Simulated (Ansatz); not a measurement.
System: Ta.

Input

```
crystal:
  lattice:
    - [2.8826438776, 0.0112800706, 0.0092818427]
    - [-1.4315531111, 2.4476665041, -0.0105710897]
    - [0.0329674058, -0.0243213103, 10.3151441459]
  atoms:
    - { symbol: Ta, position: [0.7098471327, 0.3710856529, 0.3763423247] }
    - { symbol: Ta, position: [0.6276546625, 0.3160096292, 0.8673223938] }
    - { symbol: Ta, position: [0.325024875, 0.6606387113, 0.1262528942] }
    - { symbol: Ta, position: [0.3374733298, 0.6522660066, 0.6300823873] }
basis:
  ecutwfc: 420
kpoints:
  mp_grid: { grid: [12, 12, 4] }
hamiltonian:
  xc: pbesol
scf:
  occupations: { method: gaussian, width: 0.15 }
output:
  forces: true
  stress: true
  eigenvalues: true
  write_density: true
  write_potential: true
  elf: true
  volumetric_format: npy
```

Command:

```sh
ansatz run input.yaml --threads 1 --pin off --max-ram 2560MiB --backend cpu --events-out ev --progress --plain --runs-dir out
```

Below, planes, directions and counts refer to the conventional cell (a = 2.84 Å, b = 2.86 Å, c = 10.32 Å, α = 89.95°, β = 89.58°, γ = 60.87°).

Space group P1; a structure from a database of computed crystals, not necessarily the ambient phase; changed on purpose from its base cell (all atoms moved at random, sigma 0.1 A a component, cell strained at random, sigma 0.01); not relaxed (largest force 1.3 eV/Å).

Level of theory: DFT PBEsol, scalar-relativistic, plane waves, PAW in Ansatz 0.2.0.

> Predict the valence pseudo-density and electron localisation function between the atoms.

Ta–Ta (2.93 Å): ρ at the midpoint is about 0.29 e/Å³; the ELF is about 0.30 at the midpoint.
Ta–Ta (3.13 Å): ρ at the midpoint is about 0.23 e/Å³; the ELF is about 0.35 at the midpoint.

> Does the calculation give a band gap?

It is gapless in this calculation (a metal or semimetal).

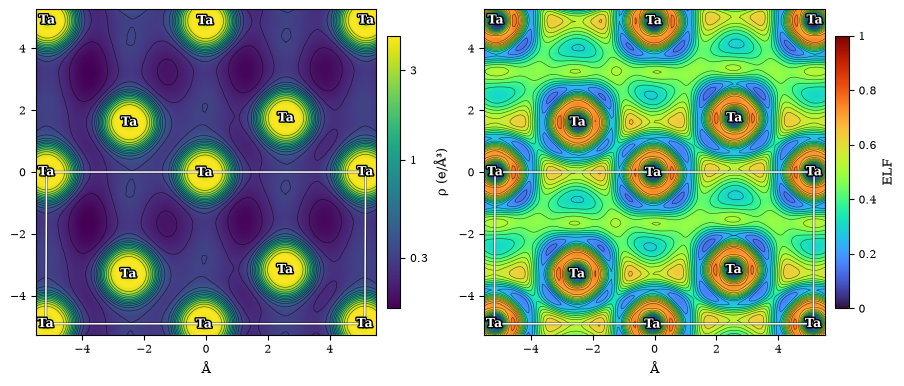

Computed valence pseudo-density and electron localisation function on the (11̄0) plane of the conventional cell, in this order. 

The density is the valence pseudo-density of a PAW calculation; it isn't the true density close to the nuclei.
